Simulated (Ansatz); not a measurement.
# Run report: Ti, single-point calculation

- system: Ti (2 atoms in the cell)
- method: DFT PBE, scalar-relativistic, plane waves, PAW, no spin polarisation (Ansatz 0.2.0)

The structure derives from an entry of the Crystallography Open Database. It belongs to a series of runs on one base structure; here: mode 4 (129.9 1/cm) frozen in, largest displacement +0.150 A. Figures and captions count atoms from 1; the log counts them from 0 in places.

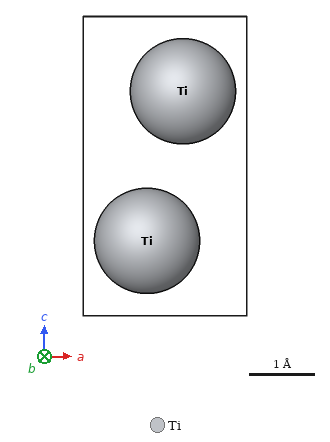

Fig. 1: The structure (spheres-only view of the cell of the calculation, along the b axis). An atom can appear more than once, as a periodic image.

Key numbers

- outcome: converged
- space group (tolerance 0.01 Å): P2₁/m (11)
- electrons treated: 24
- free energy: −4999.2866 eV
- Fermi energy: 13.293 eV
- gap on the k-point mesh: none (metallic)
- pressure: −0.19 GPa
- largest force (length of the vector): 0.350 eV/Å
- hardware: 2 threads of Arm Neoverse V2, 24 GiB of memory available, shared host
- wall time: 30 s (CPU time 60 s)
- peak memory: 1.2 GiB

The input
```yaml
crystal:
  lattice:
    - [2.9384580613, 0.0, 0.0]
    - [-1.4692290306, 2.544779329, 0.0]
    - [0.0, 0.0, 4.6506340146]
  atoms:
    - { symbol: Ti, position: [0.3902690654, 0.7083465153, 0.25] }
    - { symbol: Ti, position: [0.6097309346, 0.2916534847, 0.75] }
basis:
  ecutwfc: 420
kpoints:
  mp_grid: { grid: [24, 24, 14] }
hamiltonian:
  xc: pbe
scf:
  occupations: { method: gaussian, width: 0.15 }
output:
  forces: true
  stress: true
  eigenvalues: true
  write_density: true
  write_potential: true
  elf: true
  volumetric_format: npy
```

Command:
```bash
ansatz run input.yaml --threads 2 --pin off --max-ram 5120MiB --backend cpu --events-out ev --progress --plain --runs-dir out
```

Output
```
Engine: ansatz 0.2.0, aarch64-unknown-linux-gnu
Pseudopotentials: kind: paw
Pseudopotential: Ti, paw, valence charge 12, recommended cutoff 420 eV (normal), Ti.paw.azcp
Functional definition: PBE
  parameter kappa = 0.804
  parameter beta = 0.06672455060314922
  exchange = pbe_x(kappa = kappa, mu = beta*pi^2/3)
  correlation = pbe_c(beta = beta)
Crystal: 2 atoms, lattice volume = 34.776 Å³
Basis set: ecut = 420 eV, 687 PW (Γ), exchange–correlation on 40×40×64 points (8 copies of the dense FFT grid, shifted against one another)
Bands: 16, of which v1, the nominal top of the filled ones, is band 12 counted from 1 (11 counted from 0)
Symmetry: 4 space group operations
Space group: P21/m (ITA 11), of the structure as read, at distance tolerance 3.3e-5 Å
k-points: 2320 of 8064
Non-local potential: Ti, projectors of the file, l = 0: 3, l = 1: 2, l = 2: 3, l = 3: 1
PAW form: soft (Blöchl's): semilocal exchange-correlation on the pseudo side does not see the compensation charge
PAW one-centre angular grid: Ti, 590 points (default); XC on 64 Gauss nodes
Initial density: superposition of atomic densities (neutral atoms: chi_scale 0, normalization atom), corrected by the library's trained network
Initial wavefunctions: pseudopotential atomic-orbital guess
Functional: x = pbe(κ = 0.804, μ = 0.2195149727645171), c = pbe(β = 0.06672455060314922)
SCF iter   1: F=—  HF=-4999.286706 eV  |F-HF|=—  |Δ(HF+E_count)|=         —  Δρ=3.83e-3  dr2=2.23e-3  ethr=1.77e-3  ⟨swp⟩=3.3  Hψ=144710  notcnv=0
preconditioner: auto → none  [metal: Δε(μ)=0.000 eV  Ē_g=2.840 eV  σ=0.150 eV  W_gap=0.00  n_scr=8 (ndim 8)  ℏωp=17.8 eV  f_vac=0.000  D(μ)=2.73/eV (n_scr^D=34)  sad-step TF]
SCF iter   2: F=—  HF=-4999.286339 eV  |F-HF|=—  |Δ(HF+E_count)|=   3.66e-4  Δρ=2.02e-3  dr2=6.57e-4  ethr=9.29e-6  ⟨swp⟩=1.0  Hψ=55821  notcnv=0
SCF iter   3: F=—  HF=-4999.286562 eV  |F-HF|=—  |Δ(HF+E_count)|=   2.23e-4  Δρ=2.51e-4  dr2=1.12e-5  ethr=2.74e-6  ⟨swp⟩=2.6  Hψ=55748  notcnv=0
SCF iter   4: F=—  HF=-4999.286580 eV  |F-HF|=—  |Δ(HF+E_count)|=   1.73e-5  Δρ=5.31e-5  dr2=6.61e-7  ethr=4.69e-8  ⟨swp⟩=2.4  Hψ=61478  notcnv=0
iter 5 did not close the SCF: its close was put off for the readings that it lacked (scf_convergence_deferred on its scf_iter line)
SCF iter   5: F=-4999.286579 eV  HF=-4999.286579 eV  |F-HF|=1.53e-9  |Δ(HF+E_count)|=   2.93e-7  Δρ=7.93e-6  dr2=1.12e-8  ethr=2.75e-9  ⟨swp⟩=2.0  Hψ=60617  notcnv=0
SCF iter   6: F=-4999.286579 eV  HF=-4999.286579 eV  |F-HF|=3.64e-10  |Δ(HF+E_count)|=   4.81e-9  Δρ=1.55e-6  dr2=5.45e-10  ethr=4.66e-11  ⟨swp⟩=3.7  Hψ=180814  notcnv=0
SCF 1 converged in 6 iterations: F = -4999.286579 eV  dr2 = 5.45e-10
  greatest PAW one-centre occupation: 0.999 electrons in one spin orbital (limit 2), on the Ti atom at site 1 (counted from 0), in its partial waves of l = 0
```

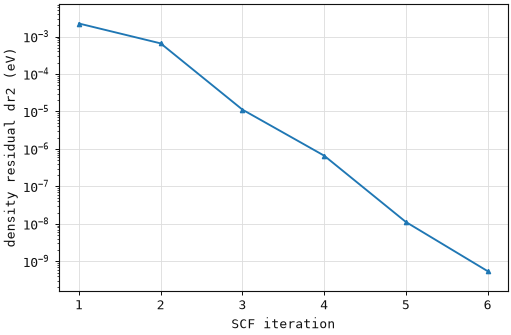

Fig. 2: Convergence of the self-consistent field: density residual dr2 against the SCF iteration. The residual falls at every step.

```
SCF converged after 6 iterations
Free energy (F): -4999.286579 eV
Harris-Foulkes:  -4999.286579 eV  (|F-HF|=3.64e-10)
Internal energy: -4999.255553 eV  (E = F + TS)
E sigma→0 (E₀):  -4999.271066 eV
Entropy (-TS):   -0.031027 eV (-15.513 meV/atom)
Fermi energy:    13.293412 eV
--- Per-component energies (eV) ---
  E_band       = -315.069684
  E_kinetic    = 544.944524
  E_local      = -1630.466789  (includes V_loc(G=0)·N_el)
  E_nonlocal   = 16.345873
  E_hartree    = 669.956480
  E_xc         = -194.912410
  E_vxc        = -243.846806  (∫ρ·V_xc dr)
  E_paw        = -2095.282441  (= ΣΔE_a)
  E_vpaw       = -341.960606  (= ΣTr[D̂ρ^β])
  E_aug_tail   = 0.000238  (compensation charges beyond the density's cutoff)
  E_ewald      = -2309.841026
  E_smearing   = -0.031027  (= −TS)
  E_closure    = -0.000000  (closes the sum)
  Σ components = -4999.286579   (vs F -4999.286579, Δ=0.00e0)
--- Forces (eV/Å), atoms counted from 1 ---
  atom   1  Ti    -0.23238494    -0.26114860    -0.00000000
  atom   2  Ti     0.23238494     0.26114860     0.00000000
  max |Σ_I F_I| component: 0.00e0 eV/Å
--- Stress (GPa, compression-positive) ---
       -2.976815      -1.858305      -0.000000
       -1.858305       1.708627       0.000000
       -0.000000       0.000000       0.697249
  P = ⅓ Tr σ = -0.1903 GPa (-1.903 kbar)
--- Band table (eV; the first three rows and the last of 2320) ---
  k-point 0: bands = ["-43.4376", "-43.2910", "-20.0500", "-19.4433", "-19.3619", "-19.3399", "-19.2952", "-19.2786", "7.1873", "10.7017", "13.8492", "14.0259", "14.1470", "14.3524", "14.5593", "14.7138"]
  k-point 1: bands = ["-43.4358", "-43.2929", "-20.0410", "-19.4415", "-19.3624", "-19.3401", "-19.3040", "-19.2806", "7.2306", "10.6804", "13.8381", "14.0033", "14.0559", "14.3524", "14.6111", "14.6844"]
  k-point 2: bands = ["-43.4305", "-43.2984", "-20.0144", "-19.4365", "-19.3660", "-19.3408", "-19.3276", "-19.2867", "7.3594", "10.6080", "13.8063", "13.8298", "13.9885", "14.3116", "14.6013", "14.7491"]
  k-point 2319: bands = ["-43.2926", "-43.2926", "-19.9628", "-19.9628", "-19.5195", "-19.5195", "-19.4024", "-19.4024", "10.7826", "10.7826", "12.4589", "12.4589", "14.6169", "14.6169", "15.4305", "15.4305"]
```

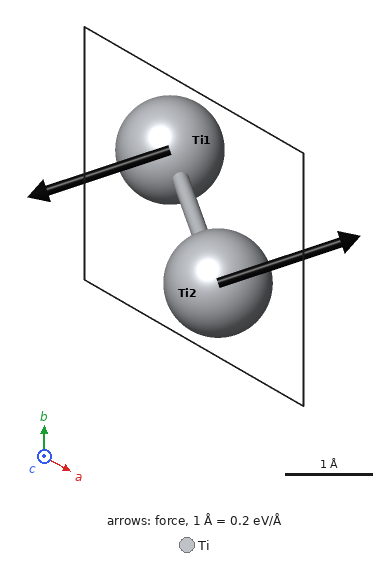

Fig. 3: Forces on the atoms as black arrows (ball-and-stick view of the cell of the calculation, along the c axis; atoms are numbered from 1 in the order of the input). The largest act on Ti1, Ti2 (0.35 eV/Å). The geometry is not a stationary point of this energy.

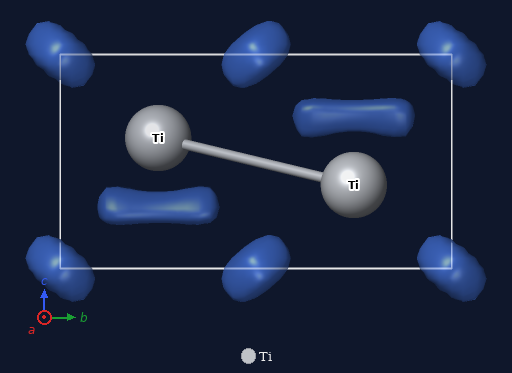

Fig. 4: Isosurface of the ELF at 0.65 (blue), seen along the a axis. Core shells and regions of very low density are left out. Sticks mark near contacts. The outline is the cell set on symmetry axes. Along the contacts the grid gives the following. Ti–Ti (2.77 Å): the ELF is about 0.15 at the midpoint (no localised pair between them). Ti–Ti (2.85 Å): the ELF is about 0.20 at the midpoint; no shared electron pair. In a PAW calculation such maps are meaningful between the atoms, not at the nuclei.

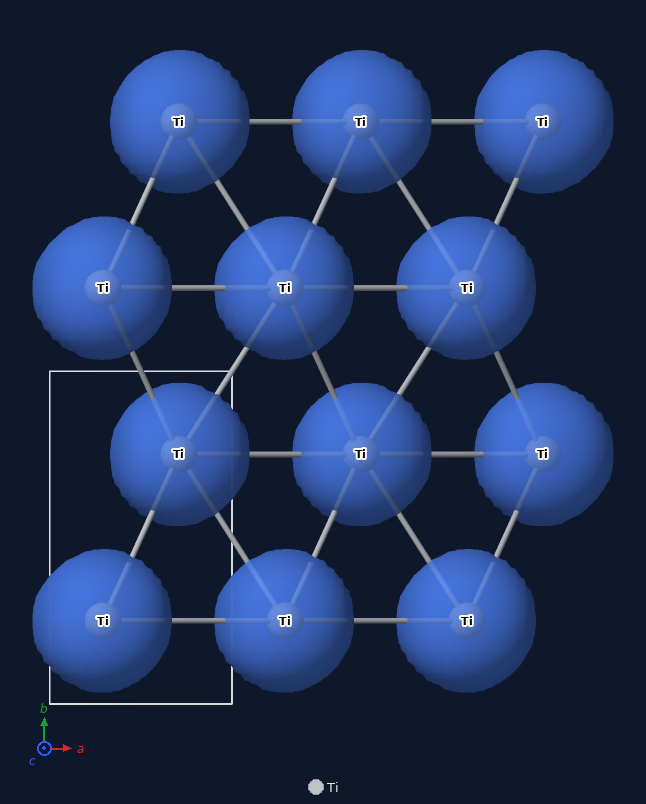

Fig. 5: Isosurface of the valence electron density at 0.4 e/Å³ (blue), seen along the c axis. Sticks mark near contacts. The outline is the cell set on symmetry axes. At this value the density breaks into separate islands; it holds about 75 % of the electrons treated as valence (semicore included). It is pinched off along the Ti–Ti (2.77 Å), Ti–Ti (2.85 Å), Ti–Ti (2.94 Å) and Ti–Ti (3.06 Å) contacts. On the grid the lowest density along these lines, outside the cores, is 0.2 e/Å³ (Ti–Ti, 2.77 Å), 0.2 e/Å³ (Ti–Ti, 2.85 Å), 0.2 e/Å³ (Ti–Ti, 2.94 Å) and 0.18 e/Å³ (Ti–Ti, 3.06 Å).
